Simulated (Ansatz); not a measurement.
GaP: single-point calculation

GaP (Fm-3m, 2 atoms in the cell), computed with DFT, r2SCAN, plane waves, PAW, no spin polarisation (Ansatz 0.2.0).

The structure was built on a prototype by a generator. The geometry comes from this level: r2SCAN.

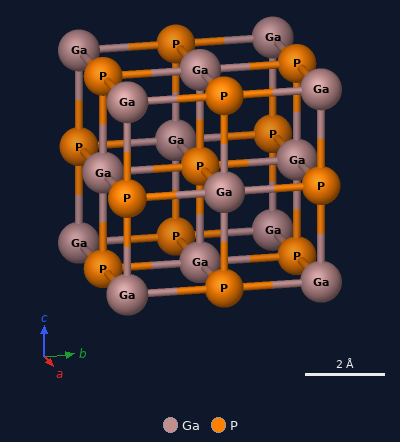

*The input geometry (ball-and-stick view of the cell 4 times as large as that of the calculation, set on its symmetry axes, seen slightly off an axis).*

Near neighbours in the crystal (not all of them lie inside the picture): Ga has 6 P at 2.56 Å; P has 6 Ga at 2.56 Å.

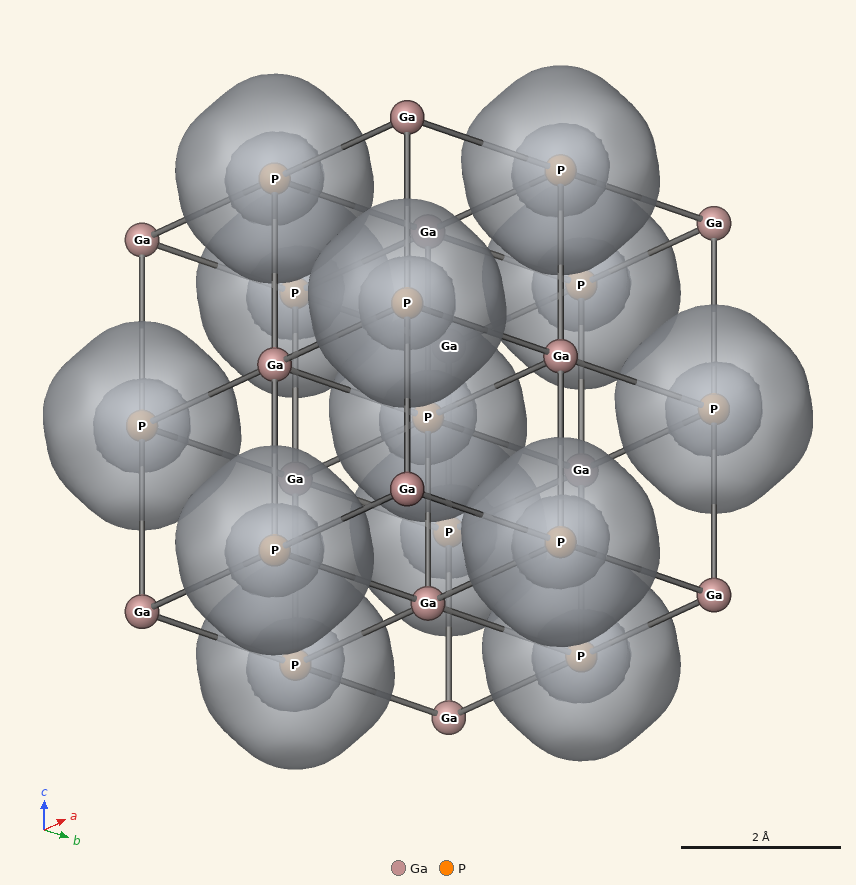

*Isosurface of the electron localisation function at 0.6 (grey), seen at an oblique angle. Only the valence region is drawn (cores and ρ < 0.01 e/Å³ removed). Sticks mark near contacts. The outline is the cell set on symmetry axes.*

Along the contacts the grid gives the following. Ga–P (2.56 Å): the ELF is about 0.65 at the midpoint. The fields are those of the smooth PAW valence density.

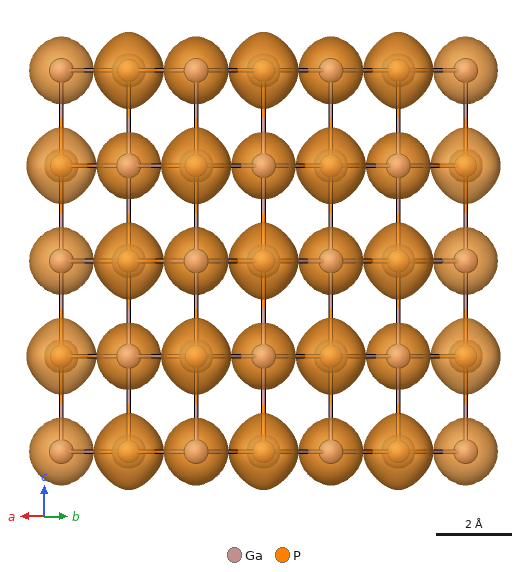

*Isosurface of the valence pseudo-density at 0.5 e/Å³ (orange), seen along [110]. Sticks mark near contacts. The outline is the cell set on symmetry axes.*

At this value the density breaks into separate islands; it holds about 65 % of the electrons treated as valence (semicore included). It is pinched off along the Ga–P (2.56 Å) contacts. On the grid the lowest density along these lines, outside the cores, is 0.36 e/Å³ (Ga–P, 2.56 Å).

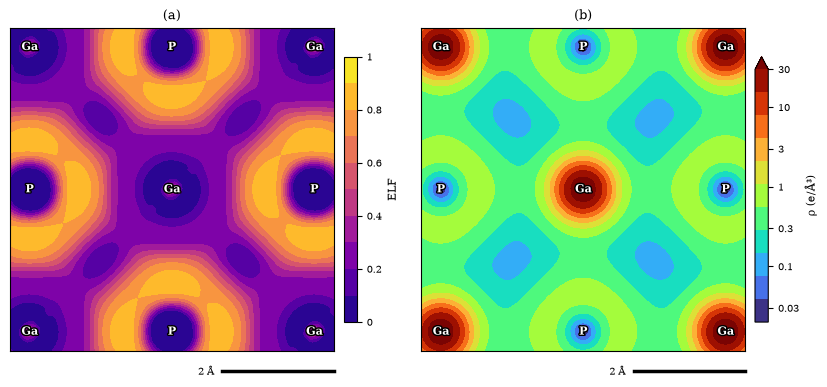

*(a) ELF; (b) valence pseudo-density on the (010) plane of the conventional cell.*

The section cuts through Ga and P sites. Ga–P (2.56 Å): the density is about 0.37 e/Å³ at the midpoint; the ELF is about 0.65 at the midpoint. Away from the nuclei the density in this plane falls to 0.12 e/Å³ at its lowest. The strong features right at Ga lie inside the PAW spheres (semicore, d or f shells) and say nothing about bonding.

These pictures come from the run below.

**Input file**
```yaml
crystal:
  lattice:
    - [0.0, 2.5585352627, 2.5585352627]
    - [2.5585352627, 0.0, 2.5585352627]
    - [2.5585352627, 2.5585352627, 0.0]
  atoms:
    - { symbol: Ga, position: [0.0, 0.0, 0.0] }
    - { symbol: P, position: [0.5, 0.5, 0.5] }
kpoints:
  mp_grid: { grid: [6, 6, 6] }
hamiltonian:
  xc: r2scan
scf:
  occupations: { method: fermi_dirac, width: 0.02 }
  n_extra_bands: 4
output:
  forces: true
  stress: true
  eigenvalues: true
  write_density: true
  write_potential: true
  elf: true
  volumetric_format: npy
```

Launch command:
```bash
ansatz run input.yaml --threads 4 --pin off --max-ram 3686MiB --backend cpu --events-out ev --progress --plain --runs-dir out
```

**Log**
```
scf.n_extra_bands = 4 over 9 filled bands (N_el = 18.0): the run solves 13 bands
Engine: ansatz 0.2.0, x86_64-unknown-linux-gnu
Pseudopotentials: kind: paw
Pseudopotential: Ga, paw, valence charge 13, recommended cutoff 500 eV (meta_gga), Ga.paw.azcp
Pseudopotential: P, paw, valence charge 5, recommended cutoff 500 eV (meta_gga), P.paw.azcp
Functional definition: r2SCAN
  parameter k0 = 0.174
  parameter k1 = 0.065
  parameter a1 = 4.9479
  exchange = r2scan_x(k0 = k0, k1 = k1, a1 = a1)
  correlation = r2scan_c
Crystal: 2 atoms, lattice volume = 33.497 Å³
Basis set: ecut = 500 eV, 869 PW (Γ), exchange–correlation on 108×108×108 points (64 copies of the dense FFT grid, shifted against one another)
Bands: 13, of which v1, the nominal top of the filled ones, is band 9 counted from 1 (8 counted from 0)
Symmetry: 48 space group operations
Space group: Fm-3m (ITA 225), of the structure as read, at distance tolerance 3.2e-5 Å
k-points: 16 of 216
Non-local potential: Ga, projectors of the file, l = 0: 2, l = 1: 2, l = 2: 3, l = 3: 1
Non-local potential: P, projectors of the file, l = 0: 2, l = 1: 2, l = 2: 2
PAW form: soft (Blöchl's): semilocal exchange-correlation on the pseudo side does not see the compensation charge
PAW frozen core: Ga, regenerated for the run's functional (the file was generated under x = pbe(κ = 0.804, μ = 0.2195149727645171), c = pbe(β = 0.06672455060314922))
PAW frozen core: P, regenerated for the run's functional (the file was generated under x = pbe(κ = 0.804, μ = 0.2195149727645171), c = pbe(β = 0.06672455060314922))
PAW one-centre angular grid: Ga, 590 points (default); XC on 160 Gauss nodes
PAW one-centre angular grid: P, 302 points (default); XC on 160 Gauss nodes
Initial density: superposition of atomic densities (neutral atoms: chi_scale 0, normalization atom), corrected by the library's trained network
Initial wavefunctions: pseudopotential atomic-orbital guess
Functional: x = r2scan, c = r2scan; τ floored in thin density (d = 2e-4 eV/Å³)
SCF iter   1: F=—  HF=-4549.488060 eV  |F-HF|=—  |Δ(HF+E_count)|=         —  Δρ=8.15e-3  dr2=1.22e-2  dr2_τ=4.36e-3  ethr=1.77e-3  ⟨swp⟩=6.1  Hψ=1360  notcnv=0
preconditioner: auto → Kerker (q_TF=auto, 2.460 Å⁻¹)  [metal: Δε(μ)=0.038 eV  Ē_g=16.622 eV  σ=0.020 eV  W_gap=0.44  n_scr=14 (ndim 8)  ℏωp=27.2 eV  f_vac=0.000  D(μ)=2.25/eV (n_scr^D=26)]
SCF iter   2: F=—  HF=-4549.515126 eV  |F-HF|=—  |Δ(HF+E_count)|=   2.71e-2  Δρ=1.98e-3  dr2=6.93e-4  dr2_τ=7.40e-5  ethr=6.76e-5  ⟨swp⟩=2.9  Hψ=569  notcnv=0  defer=1
preconditioner: auto → none  [insulator: Δε(μ)=0.055 eV  Ē_g=16.469 eV  σ=0.020 eV  W_gap=0.59  n_scr=14 (ndim 8)  ℏωp=27.2 eV  f_vac=0.000  D(μ)=1.95/eV (n_scr^D=14)  ε∞_Penn≈3.7]
SCF iter   3: F=—  HF=-4549.514883 eV  |F-HF|=—  |Δ(HF+E_count)|=   2.44e-4  Δρ=1.48e-3  dr2=3.37e-4  dr2_τ=9.64e-6  ethr=3.85e-6  ⟨swp⟩=2.1  Hψ=384  notcnv=0  defer=1
SCF iter   4: F=—  HF=-4549.515013 eV  |F-HF|=—  |Δ(HF+E_count)|=   1.30e-4  Δρ=3.02e-4  dr2=3.25e-5  dr2_τ=1.27e-6  ethr=1.87e-6  ⟨swp⟩=2.5  Hψ=324  notcnv=0  defer=1
SCF iter   5: F=—  HF=-4549.515000 eV  |F-HF|=—  |Δ(HF+E_count)|=   1.33e-5  Δρ=3.18e-5  dr2=3.88e-7  dr2_τ=7.82e-9  ethr=1.80e-7  ⟨swp⟩=2.2  Hψ=267  notcnv=0  defer=1
SCF iter   6: F=-4549.514999 eV  HF=-4549.514999 eV  |F-HF|=7.11e-9  |Δ(HF+E_count)|=   1.10e-7  Δρ=6.43e-6  dr2=8.41e-9  dr2_τ=2.93e-10  ethr=5.56e-10  ⟨swp⟩=11.1  Hψ=1679  notcnv=0
SCF 1 converged in 6 iterations: F = -4549.514999 eV  dr2 = 8.41e-9
  greatest PAW one-centre occupation: 0.994 electrons in one spin orbital (limit 2), on the Ga atom at site 0 (counted from 0), in its partial waves of l = 2
SCF converged after 6 iterations
Free energy (F): -4549.514999 eV
Harris-Foulkes:  -4549.514999 eV  (|F-HF|=7.11e-9)
Internal energy: -4549.512460 eV  (E = F + TS)
E sigma→0 (E₀):  -4549.513730 eV
Entropy (-TS):   -0.002540 eV (-1.270 meV/atom)
Fermi energy:    9.512875 eV
--- Per-component energies (eV) ---
  E_band       = -24.298964
  E_kinetic    = 185.179944
  E_local      = -1967.910664  (includes V_loc(G=0)·N_el)
  E_nonlocal   = 460.597628
  E_hartree    = 924.818691
  E_xc         = -120.672832
  E_vxc        = -124.445506  (∫ρ·V_xc dr)
  E_paw        = -2579.962397  (= ΣΔE_a)
  E_vpaw       = -433.356214  (= ΣTr[D̂ρ^β])
  E_aug_tail   = -0.000034  (compensation charges beyond the density's cutoff)
  E_vtau       = 5.995249  (kinetic-family band-sum trace: ∫τ·v_τ [+ j·A + Jᵃ·Aᵃ] dr)
  E_ewald      = -1450.818884
  E_core_change = -0.743912  (= ΣΔE_core)
  E_smearing   = -0.002540  (= −TS)
  E_closure    = -0.000000  (closes the sum)
  Σ components = -4549.514999   (vs F -4549.514999, Δ=0.00e0)
--- Forces (eV/Å), atoms counted from 1 ---
  atom   1  Ga    -0.00000000     0.00000000    -0.00000000
  atom   2  P      0.00000000     0.00000000     0.00000000
  max |Σ_I F_I| component: 1.86e-30 eV/Å
--- Stress (GPa, compression-positive) ---
        0.173300       0.000000       0.000000
        0.000000       0.173300      -0.000000
        0.000000      -0.000000       0.173300
  P = ⅓ Tr σ = 0.1733 GPa (1.733 kbar)
--- Band table (eV; the first three rows and the last of 16) ---
  k-point 0: bands = ["-5.7123", "-5.7123", "-5.6792", "-5.6792", "-5.6792", "-4.4799", "9.4785", "9.4785", "9.4785", "11.7343", "16.9833", "16.9833", "16.9833"]
  k-point 1: bands = ["-5.7217", "-5.7217", "-5.6814", "-5.6679", "-5.6679", "-4.0367", "6.7502", "9.4524", "9.4524", "13.2757", "15.8974", "15.8974", "16.3762"]
  k-point 2: bands = ["-5.7444", "-5.7444", "-5.6893", "-5.6415", "-5.6415", "-2.7717", "3.3106", "9.5334", "9.5334", "13.3640", "13.6442", "13.6442", "15.7721"]
  k-point 15: bands = ["-5.9130", "-5.7071", "-5.6915", "-5.6369", "-5.6064", "-0.1302", "3.8858", "3.9603", "5.4297", "10.6583", "15.4576", "16.4252", "19.8683"]
```

**File rho_z.tsv**
```
# z_ang	rho[e/angstrom^3]
# format = ansatz-planar-average/11
# lattice	0.000000000	2.558535263	2.558535263
# lattice	2.558535263	0.000000000	2.558535263
# lattice	2.558535263	2.558535263	0.000000000
# sites	2
# site	31	0.000000000	0.000000000	0.000000000
# site	15	2.558535263	2.558535263	2.558535263
0.000000	1.597791e0
0.134012	1.437469e0
0.268023	1.070041e0
0.402035	7.092383e-1
0.536047	4.750864e-1
0.670058	3.623135e-1
0.804070	3.198982e-1
0.938082	3.079344e-1
1.072093	3.060791e-1
1.206105	3.048277e-1
1.340117	3.004460e-1
1.474128	2.934076e-1
1.608140	2.864436e-1
1.742152	2.823296e-1
1.876163	2.823296e-1
2.010175	2.864436e-1
2.144187	2.934076e-1
2.278199	3.004460e-1
2.412210	3.048277e-1
2.546222	3.060791e-1
2.680234	3.079344e-1
2.814245	3.198982e-1
2.948257	3.623135e-1
3.082269	4.750864e-1
3.216280	7.092383e-1
3.350292	1.070041e0
3.484304	1.437469e0
```

**Summary**

- outcome: converged
- space group (tolerance 0.01 Å): Fm-3m (225)
- electrons treated: 18
- free energy: −4549.5150 eV
- Fermi energy: 9.513 eV
- band gap: none (metallic)
- pressure: 0.17 GPa
- largest force (length of the vector): under 0.001 eV/Å
- hardware: 4 threads of an x86-64 CPU, shared host
- wall time: 1.9 s (CPU time 4.9 s)
- peak memory: 0.4 GiB
